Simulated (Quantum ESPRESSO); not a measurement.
# Run report: Zr, relaxation of cell and atoms

The run: relaxation of cell and atoms of Zr (P6/mmm, 3 atoms in the cell). Method and program: Kohn-Sham DFT of a periodic cell, LDA, GBRV 1.5 LDA (Quantum ESPRESSO 7.5).

The run did not end well.

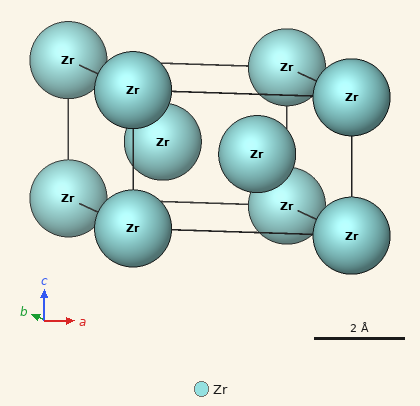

*The input geometry (spheres-only view of the cell of the calculation, seen slightly off an axis). An atom can appear more than once, as a periodic image.*

## What the run reported

| quantity | value |
| --- | --- |
| outcome | stopped at the time limit |
| space group (tolerance 0.01 Å) | P6/mmm (191) |
| hardware | 1 thread of AMD EPYC 7571, 64 GiB of memory available, shared host |
| wall time | 47 min |
| peak memory | 0.44 GiB |

The run was cut off by its time limit, so the output is incomplete. Notes on the run: negative rho.

## Input file
```
&CONTROL
  calculation = 'vc-relax'
  prefix = 'pwscf'
  outdir = './tmp'
  pseudo_dir = './pseudo'
  tprnfor = .true.
  tstress = .true.
  disk_io = 'low'
  nstep = 40
  forc_conv_thr = 0.0004
  etot_conv_thr = 1d-05
/
&SYSTEM
  ibrav = 0
  nat = 3
  ntyp = 1
  ecutwfc = 45
  ecutrho = 360
  nbnd = 26
  occupations = 'smearing'
  smearing = 'gaussian'
  degauss = 0.00734986
/
&ELECTRONS
  conv_thr = 6d-10
  electron_maxstep = 120
  mixing_beta = 0.5
/
&IONS
  ion_dynamics = 'bfgs'
/
&CELL
  cell_dynamics = 'bfgs'
  press = 60
  press_conv_thr = 0.3
/
ATOMIC_SPECIES
Zr    91.2240 zr_lda_v1.uspp.F.UPF
CELL_PARAMETERS angstrom
   5.0330000000    0.0000000000    0.0000000000
  -2.5165000000    4.3587058572    0.0000000000
   0.0000000000    0.0000000000    3.1320000000
ATOMIC_POSITIONS crystal
Zr     0.0000000000    0.0000000000    0.0000000000
Zr     0.3333333333    0.6666666667    0.5000000000
Zr     0.6666666667    0.3333333333    0.5000000000
K_POINTS automatic
14 14 19 0 0 0
```

Run as:
```bash
OMP_NUM_THREADS=1 pw.x -in pw.in > pw.out
```

## Log
```
This program is part of the open-source Quantum ESPRESSO suite
     for quantum simulation of materials; please cite
         "P. Giannozzi et al., J. Phys.:Condens. Matter 21 395502 (2009);
         "P. Giannozzi et al., J. Phys.:Condens. Matter 29 465901 (2017);
         "P. Giannozzi et al., J. Chem. Phys. 152 154105 (2020);
          URL
     in publications or presentations arising from this work. More details at

     Message from routine setup:
     using ibrav=0 with symmetry is DISCOURAGED, use correct ibrav instead

     G-vector sticks info
     --------------------
     sticks:   dense  smooth     PW     G-vecs:    dense   smooth      PW
     Sum        2233    1135    349                53303    18943    3133

     Using Slab Decomposition

     bravais-lattice index     =            0
     lattice parameter (alat)  =       9.5110  a.u.
     unit-cell volume          =     463.6634 (a.u.)^3
     number of atoms/cell      =            3
     number of atomic types    =            1
     number of electrons       =        36.00
     number of Kohn-Sham states=           26
     kinetic-energy cutoff     =      45.0000  Ry
     charge density cutoff     =     360.0000  Ry
     scf convergence threshold =      6.0E-10
     mixing beta               =       0.5000
     number of iterations used =            8  plain     mixing
     energy convergence thresh.=      1.0E-05
     force convergence thresh. =      4.0E-04
     press convergence thresh. =      3.0E-01
     Exchange-correlation= SLA  PZ   NOGX NOGC
                           (   1   1   0   0   0   0   0)
     nstep                     =           40

     celldm(1)=   9.510992  celldm(2)=   0.000000  celldm(3)=   0.000000
     celldm(4)=   0.000000  celldm(5)=   0.000000  celldm(6)=   0.000000

     crystal axes: (cart. coord. in units of alat)
               a(1) = (   1.000000   0.000000   0.000000 )
               a(2) = (  -0.500000   0.866025   0.000000 )
               a(3) = (   0.000000   0.000000   0.622293 )

     reciprocal axes: (cart. coord. in units 2 pi/alat)
               b(1) = (  1.000000  0.577350 -0.000000 )
               b(2) = (  0.000000  1.154701  0.000000 )
               b(3) = (  0.000000 -0.000000  1.606960 )

     PseudoPot. # 1 for Zr read from file:
     zr_lda_v1.uspp.F.UPF
     Pseudo is Ultrasoft + core correction, Zval = 12.0
     Generated by new atomic code, or converted to UPF format
     Using radial grid of  887 points,  6 beta functions with:
                l(1) =   0
                l(2) =   0
                l(3) =   1
                l(4) =   1
                l(5) =   2
                l(6) =   2
     Q(r) pseudized with  6 coefficients,  rinner =    1.200   1.200   1.200
                                                       1.200   1.200

     atomic species   valence    mass     pseudopotential
     Zr               12.00    91.22400     Zr( 1.00)

     24 Sym. Ops., with inversion, found

   Cartesian axes

     site n.     atom                  positions (alat units)
         1        Zr     tau(   1) = (   0.0000000   0.0000000   0.0000000  )
         2        Zr     tau(   2) = (  -0.0000000   0.5773503   0.3111464  )
         3        Zr     tau(   3) = (   0.5000000   0.2886751   0.3111464  )

     number of k points=   240  Gaussian smearing, width (Ry)=  0.0073

     Number of k-points >= 100: set verbosity='high' to print them.

     Dense  grid:    53303 G-vectors     FFT dimensions: (  60,  60,  36)

     Smooth grid:    18943 G-vectors     FFT dimensions: (  45,  45,  25)

     Initial potential from superposition of free atoms

     starting charge      35.9946, renormalised to      36.0000

     negative rho (up, down):  1.822E-01 0.000E+00
     Starting wfcs are   39 randomized atomic wfcs

     Self-consistent Calculation

     iteration #  1     ecut=    45.00 Ry     beta= 0.50
     Davidson diagonalization with overlap
     ethr =  1.00E-02,  avg # of iterations =  2.0

     Threshold (ethr) on eigenvalues was too large:
     Diagonalizing with lowered threshold

     Davidson diagonalization with overlap
     ethr =  1.77E-04,  avg # of iterations =  2.0

     negative rho (up, down):  1.828E-01 0.000E+00

     total energy              =    -297.87209113 Ry
     estimated scf accuracy    <       0.06990858 Ry

     iteration #  2     ecut=    45.00 Ry     beta= 0.50
     Davidson diagonalization with overlap
     ethr =  1.94E-04,  avg # of iterations =  2.8

     negative rho (up, down):  1.833E-01 0.000E+00

     total energy              =    -297.86065812 Ry
     estimated scf accuracy    <       0.13419884 Ry

     iteration #  3     ecut=    45.00 Ry     beta= 0.50
     Davidson diagonalization with overlap
     ethr =  1.94E-04,  avg # of iterations =  2.2

     negative rho (up, down):  1.843E-01 0.000E+00

     total energy              =    -297.88411654 Ry
     estimated scf accuracy    <       0.02908244 Ry

     iteration #  4     ecut=    45.00 Ry     beta= 0.50
     Davidson diagonalization with overlap
     ethr =  8.08E-05,  avg # of iterations =  1.0

     negative rho (up, down):  1.849E-01 0.000E+00

     total energy              =    -297.88655897 Ry
     estimated scf accuracy    <       0.00047302 Ry

     iteration #  5     ecut=    45.00 Ry     beta= 0.50
     Davidson diagonalization with overlap
     ethr =  1.31E-06,  avg # of iterations =  6.0

     negative rho (up, down):  1.849E-01 0.000E+00

     total energy              =    -297.88667059 Ry
     estimated scf accuracy    <       0.00023311 Ry

     iteration #  6     ecut=    45.00 Ry     beta= 0.50
     Davidson diagonalization with overlap
     ethr =  6.48E-07,  avg # of iterations =  1.2

     negative rho (up, down):  1.849E-01 0.000E+00

     total energy              =    -297.88668424 Ry
     estimated scf accuracy    <       0.00001217 Ry

     iteration #  7     ecut=    45.00 Ry     beta= 0.50
     Davidson diagonalization with overlap
     ethr =  3.38E-08,  avg # of iterations =  3.2

     negative rho (up, down):  1.848E-01 0.000E+00

     total energy              =    -297.88668643 Ry
     estimated scf accuracy    <       0.00000007 Ry

     iteration #  8     ecut=    45.00 Ry     beta= 0.50
     Davidson diagonalization with overlap
     ethr =  1.88E-10,  avg # of iterations =  4.3

     negative rho (up, down):  1.848E-01 0.000E+00

     total energy              =    -297.88668651 Ry
     estimated scf accuracy    <       0.00000004 Ry

     iteration #  9     ecut=    45.00 Ry     beta= 0.50
     Davidson diagonalization with overlap
     ethr =  1.21E-10,  avg # of iterations =  1.0

     negative rho (up, down):  1.848E-01 0.000E+00

     total energy              =    -297.88668651 Ry
     estimated scf accuracy    <       0.00000002 Ry

     iteration # 10     ecut=    45.00 Ry     beta= 0.50
     Davidson diagonalization with overlap
     ethr =  4.66E-11,  avg # of iterations =  2.0

     negative rho (up, down):  1.848E-01 0.000E+00

     End of self-consistent calculation

     Number of k-points >= 100: set verbosity='high' to print the bands.

     the Fermi energy is    14.0096 ev

!    total energy              =    -297.88668651 Ry
     estimated scf accuracy    <          1.6E-10 Ry
     smearing contrib. (-TS)   =      -0.00107936 Ry
     internal energy E=F+TS    =    -297.88560715 Ry

     The total energy is F=E-TS. E is the sum of the following terms:
     one-electron contribution =     -53.37314252 Ry
     hartree contribution      =      40.62448218 Ry
     xc contribution           =     -53.07298357 Ry
     ewald contribution        =    -232.06396324 Ry

     convergence has been achieved in  10 iterations

     negative rho (up, down):  1.848E-01 0.000E+00

     Forces acting on atoms (cartesian axes, Ry/au):

     atom    1 type  1   force =     0.00000000    0.00000000    0.00000000
     atom    2 type  1   force =     0.00000000   -0.00000000    0.00000000
     atom    3 type  1   force =    -0.00000000   -0.00000000   -0.00000000

     Total force =     0.000000     Total SCF correction =     0.000000

     Computing stress (Cartesian axis) and pressure

     negative rho (up, down):  1.848E-01 0.000E+00
          total   stress  (Ry/bohr**3)                   (kbar)     P=      -58.23
  -0.00041515   0.00000000   0.00000000          -61.07        0.00        0.00
   0.00000000  -0.00041515   0.00000000            0.00      -61.07        0.00
   0.00000000  -0.00000000  -0.00035728            0.00       -0.00      -52.56

     BFGS Geometry Optimization
     Energy error            =      2.4E-02 Ry
     Gradient error          =      2.8E-25 Ry/Bohr
     Cell gradient error     =      1.2E+02 kbar

     number of scf cycles    =   1
     number of bfgs steps    =   0

     enthalpy           new  =    -297.6975713091 Ry

     new trust radius        =       0.0886100155 bohr
     new conv_thr            =       0.0000000006 Ry

     new unit-cell volume =    436.27138 a.u.^3 (    64.64875 Ang^3 )
     density =      7.02942 g/cm^3

CELL_PARAMETERS (angstrom)
   4.929443271   0.000000000   0.000000000
  -2.464721636   4.269023099  -0.000000000
   0.000000000   0.000000000   3.072088650

ATOMIC_POSITIONS (crystal)
Zr              -0.0000000000       -0.0000000000        0.0000000000
Zr               0.3333333333        0.6666666667        0.5000000000
Zr               0.6666666667        0.3333333333        0.5000000000

     NEW-OLD atomic charge density approx. for the potential
     New effective cutoffs (rho, wfc):  375.11   46.91

     negative rho (up, down):  1.825E-01 0.000E+00

     Self-consistent Calculation

[... 44 further cycles ...]
     iteration #  3     ecut=    45.00 Ry     beta= 0.50
     Davidson diagonalization with overlap
     ethr =  1.81E-04,  avg # of iterations =  2.1

     negative rho (up, down):  1.797E-01 0.000E+00

     total energy              =    -297.88583996 Ry
     estimated scf accuracy    <       0.02144572 Ry

     iteration #  4     ecut=    45.00 Ry     beta= 0.50
     Davidson diagonalization with overlap
     ethr =  5.96E-05,  avg # of iterations =  1.1

     negative rho (up, down):  1.803E-01 0.000E+00

     total energy              =    -297.88792559 Ry
     estimated scf accuracy    <       0.00027500 Ry

     iteration #  5     ecut=    45.00 Ry     beta= 0.50
     Davidson diagonalization with overlap
     ethr =  7.64E-07,  avg # of iterations =  5.5

     negative rho (up, down):  1.802E-01 0.000E+00

     total energy              =    -297.88799609 Ry
     estimated scf accuracy    <       0.00014530 Ry

     iteration #  6     ecut=    45.00 Ry     beta= 0.50
     Davidson diagonalization with overlap
     ethr =  4.04E-07,  avg # of iterations =  1.3

     negative rho (up, down):  1.802E-01 0.000E+00

     total energy              =    -297.88800629 Ry
     estimated scf accuracy    <       0.00000610 Ry

     iteration #  7     ecut=    45.00 Ry     beta= 0.50
     Davidson diagonalization with overlap
     ethr =  1.69E-08,  avg # of iterations =  3.3

     negative rho (up, down):  1.801E-01 0.000E+00

     total energy              =    -297.88800758 Ry
     estimated scf accuracy    <       0.00000005 Ry

     iteration #  8     ecut=    45.00 Ry     beta= 0.50
     Davidson diagonalization with overlap
     ethr =  1.48E-10,  avg # of iterations =  4.0

     negative rho (up, down):  1.801E-01 0.000E+00

     total energy              =    -297.88800763 Ry
     estimated scf accuracy    <          5.0E-09 Ry

     iteration #  9     ecut=    45.00 Ry     beta= 0.50
     Davidson diagonalization with overlap
     ethr =  1.38E-11,  avg # of iterations =  2.1

     negative rho (up, down):  1.801E-01 0.000E+00

     total energy              =    -297.88800763 Ry
     estimated scf accuracy    <          1.9E-09 Ry

     iteration # 10     ecut=    45.00 Ry     beta= 0.50
     Davidson diagonalization with overlap
     ethr =  5.14E-12,  avg # of iterations =  2.0

     negative rho (up, down):  1.801E-01 0.000E+00

     total energy              =    -297.88800763 Ry
     estimated scf accuracy    <          2.2E-10 Ry

     iteration # 11     ecut=    45.00 Ry     beta= 0.50
     Davidson diagonalization with overlap
     ethr =  6.02E-13,  avg # of iterations =  1.8

     negative rho (up, down):  1.801E-01 0.000E+00

     total energy              =    -297.88800763 Ry
     estimated scf accuracy    <          5.9E-11 Ry

     iteration # 12     ecut=    45.00 Ry     beta= 0.50
     Davidson diagonalization with overlap
```
